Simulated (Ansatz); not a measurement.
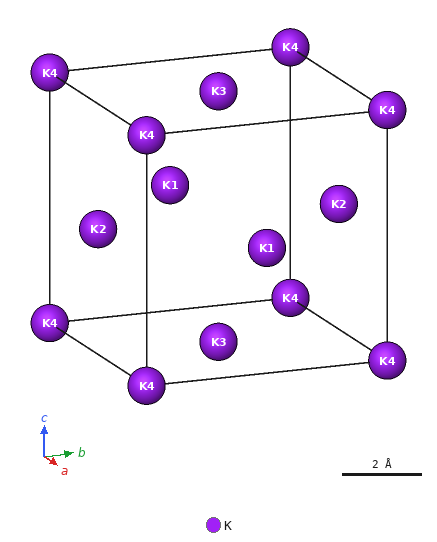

The structure (ball-and-stick view of the cell of the calculation, seen slightly off an axis; atoms are numbered from 1 in the order of the input).

# Single-point calculation of K

System: K (Fm-3m, 4 atoms in the cell).
Method: DFT, PBEsol, plane waves, PAW, no spin polarisation (Ansatz 0.2.0).

The structure derives from a Materials Project entry. Figures and captions count atoms from 1; the log counts them from 0 in places.

Log:
```
Engine: ansatz 0.2.0, x86_64-unknown-linux-gnu
Pseudopotentials: kind: paw
Pseudopotential: K, paw, valence charge 9, recommended cutoff 420 eV (normal), K.paw.azcp
Functional definition: PBEsol
  exchange = pbesol_x
  correlation = pbesol_c
Crystal: 4 atoms, lattice volume = 284.795 Å³
Basis set: ecut = 420 eV, 5497 PW (Γ), exchange–correlation on 90×90×90 points (8 copies of the dense FFT grid, shifted against one another)
Bands: 22, of which v1, the nominal top of the filled ones, is band 18 counted from 1 (17 counted from 0)
Symmetry: 192 space group operations
Space group: Fm-3m (ITA 225), of the structure as read, at distance tolerance 6.6e-5 Å
k-points: 35 of 512
Non-local potential: K, projectors of the file, l = 0: 3, l = 1: 2, l = 2: 2
PAW form: soft (Blöchl's): semilocal exchange-correlation on the pseudo side does not see the compensation charge
PAW frozen core: K, regenerated for the run's functional, and the local potential with it (the file was generated under x = pbe(κ = 0.804, μ = 0.2195149727645171), c = pbe(β = 0.06672455060314922))
PAW one-centre angular grid: K, 110 points (default); XC on 64 Gauss nodes
Initial density: superposition of atomic densities (neutral atoms: chi_scale 0, normalization atom), corrected by the library's trained network
Initial wavefunctions: pseudopotential atomic-orbital guess
Functional: x = pbesol(κ = 0.804, μ = 0.12345679012345678), c = pbesol(β = 0.046)
SCF iter   1: F=—  HF=-6064.119966 eV  |F-HF|=—  |Δ(HF+E_count)|=         —  Δρ=1.09e-3  dr2=1.26e-3  ethr=1.77e-3  ⟨swp⟩=6.5  Hψ=3998  notcnv=0
SCF iter   2: F=—  HF=-6064.119578 eV  |F-HF|=—  |Δ(HF+E_count)|=   3.88e-4  Δρ=5.16e-4  dr2=2.17e-4  ethr=3.49e-6  ⟨swp⟩=2.3  Hψ=1676  notcnv=0
SCF iter   3: F=—  HF=-6064.119633 eV  |F-HF|=—  |Δ(HF+E_count)|=   5.49e-5  Δρ=7.20e-5  dr2=6.28e-6  ethr=6.03e-7  ⟨swp⟩=2.9  Hψ=1266  notcnv=0
SCF iter   4: F=—  HF=-6064.119584 eV  |F-HF|=—  |Δ(HF+E_count)|=   4.85e-5  Δρ=7.27e-6  dr2=3.46e-7  ethr=1.75e-8  ⟨swp⟩=2.0  Hψ=884  notcnv=0
iter 5 did not close the SCF: its close was put off for the readings that it lacked (scf_convergence_deferred on its scf_iter line)
SCF iter   5: F=-6064.119584 eV  HF=-6064.119584 eV  |F-HF|=5.07e-9  |Δ(HF+E_count)|=   4.60e-8  Δρ=1.24e-6  dr2=3.99e-9  ethr=9.62e-10  ⟨swp⟩=2.0  Hψ=1262  notcnv=0
SCF iter   6: F=-6064.119584 eV  HF=-6064.119584 eV  |F-HF|=1.24e-10  |Δ(HF+E_count)|=   5.23e-9  Δρ=1.72e-7  dr2=1.33e-10  ethr=1.11e-11  ⟨swp⟩=1.8  Hψ=2588  notcnv=0
SCF 1 converged in 6 iterations: F = -6064.119584 eV  dr2 = 1.33e-10
  greatest PAW one-centre occupation: 0.987 electrons in one spin orbital (limit 2), on the K atom at site 3 (counted from 0), in its partial waves of l = 0
```

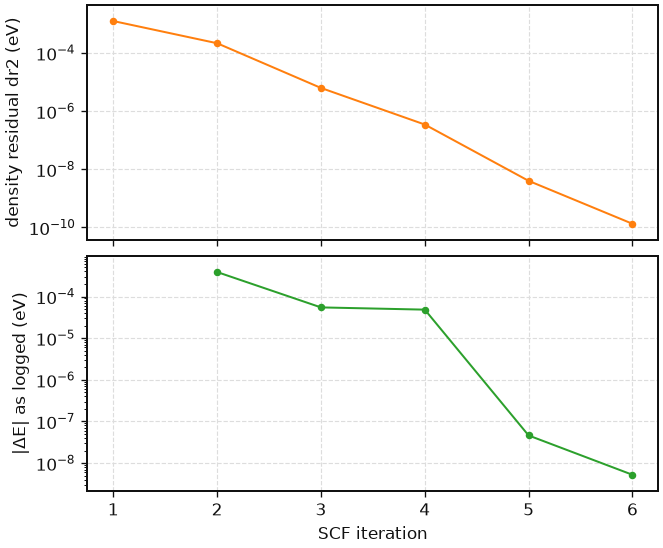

Convergence of the self-consistent field: density residual dr2 and size of the energy change against the SCF iteration. The residual falls at every step.

```
SCF converged after 6 iterations
Free energy (F): -6064.119584 eV
Harris-Foulkes:  -6064.119584 eV  (|F-HF|=1.24e-10)
Internal energy: -6064.105209 eV  (E = F + TS)
E sigma→0 (E₀):  -6064.112397 eV
Entropy (-TS):   -0.014375 eV (-3.594 meV/atom)
Fermi energy:    1.858608 eV
--- Per-component energies (eV) ---
  E_band       = -564.905372
  E_kinetic    = 1007.820091
  E_local      = -2990.104374  (includes V_loc(G=0)·N_el)
  E_nonlocal   = 55.316832
  E_hartree    = 1063.248579
  E_xc         = -527.949104
  E_vxc        = -646.757034  (∫ρ·V_xc dr)
  E_paw        = -3047.261135  (= ΣΔE_a)
  E_vpaw       = -117.678181  (= ΣTr[D̂ρ^β])
  E_aug_tail   = -0.000013  (compensation charges beyond the density's cutoff)
  E_ewald      = -1625.607626
  E_core_change = 0.431541  (= ΣΔE_core)
  E_smearing   = -0.014375  (= −TS)
  E_closure    = 0.000000  (closes the sum)
  Σ components = -6064.119584   (vs F -6064.119584, Δ=0.00e0)
--- Forces (eV/Å), atoms counted from 1 ---
  atom   1  K     -0.00000000    -0.00000000    -0.00000000
  atom   2  K     -0.00000000     0.00000000     0.00000000
  atom   3  K     -0.00000000     0.00000000     0.00000000
  atom   4  K     -0.00000000    -0.00000000    -0.00000000
  max |Σ_I F_I| component: 3.31e-29 eV/Å
--- Stress (GPa, compression-positive) ---
       -0.006715      -0.000000       0.000000
        0.000000      -0.006715       0.000000
        0.000000       0.000000      -0.006715
  P = ⅓ Tr σ = -0.0067 GPa (-0.067 kbar)
--- Band table (eV; the first three rows and the last of 35) ---
  k-point 0: bands = ["-30.1235", "-30.1176", "-30.1176", "-30.1176", "-13.7062", "-13.7062", "-13.7062", "-13.6625", "-13.6625", "-13.6625", "-13.6625", "-13.6625", "-13.6625", "-13.6348", "-13.6348", "-13.6348", "-0.3607", "2.7458", "2.7458", "2.7458", "3.2542", "3.2542"]
  k-point 1: bands = ["-30.1233", "-30.1179", "-30.1176", "-30.1176", "-13.7046", "-13.7046", "-13.7036", "-13.6642", "-13.6642", "-13.6626", "-13.6626", "-13.6615", "-13.6615", "-13.6377", "-13.6359", "-13.6359", "-0.2977", "2.2993", "2.8016", "2.8016", "3.2754", "3.2754"]
  k-point 2: bands = ["-30.1227", "-30.1185", "-30.1176", "-30.1176", "-13.6998", "-13.6998", "-13.6962", "-13.6690", "-13.6690", "-13.6629", "-13.6629", "-13.6585", "-13.6585", "-13.6458", "-13.6389", "-13.6389", "-0.1107", "1.6886", "2.9570", "2.9570", "3.3392", "3.3392"]
  k-point 34: bands = ["-30.1191", "-30.1191", "-30.1191", "-30.1191", "-13.7107", "-13.7107", "-13.7107", "-13.7107", "-13.6453", "-13.6453", "-13.6453", "-13.6453", "-13.6453", "-13.6453", "-13.6453", "-13.6453", "2.1665", "2.1665", "2.1665", "2.1665", "2.4046", "2.4046"]
```

This output came from the following input.

Input file:
```yaml
crystal:
  lattice:
    - [6.5792647332, 0.0, 0.0]
    - [0.0, -6.5792647332, 0.0]
    - [0.0, 0.0, -6.5792647332]
  atoms:
    - { symbol: K, position: [0.0, 0.5, 0.5] }
    - { symbol: K, position: [0.5, 0.0, 0.5] }
    - { symbol: K, position: [0.5, 0.5, 0.0] }
    - { symbol: K, position: [0.0, 0.0, 0.0] }
basis:
  ecutwfc: 420
kpoints:
  mp_grid: { grid: [8, 8, 8] }
hamiltonian:
  xc: pbesol
scf:
  occupations: { method: gaussian, width: 0.1 }
  mixing: { preconditioner: kerker_dos }
output:
  forces: true
  eigenvalues: true
  stress: true
```

Launch command:
```bash
ansatz run input.yaml --threads 1 --pin off --max-ram 2560MiB --backend cpu --events-out ev --progress --plain --runs-dir out
```

Results in brief:

- outcome: converged
- space group (tolerance 0.01 Å): Fm-3m (225)
- electrons treated: 36
- free energy: −6064.1196 eV
- Fermi energy: 1.859 eV
- gap on the k-point mesh: none (metallic)
- pressure: −0.01 GPa
- largest force (length of the vector): under 0.001 eV/Å
- hardware: 1 thread of Intel Xeon (Granite Rapids), 160 GiB of memory available, shared host
- wall time: 4.8 s
- peak memory: 0.54 GiB

Notes:

Settings chosen away from the usual ones: scf.mixing.preconditioner set to kerker_dos.
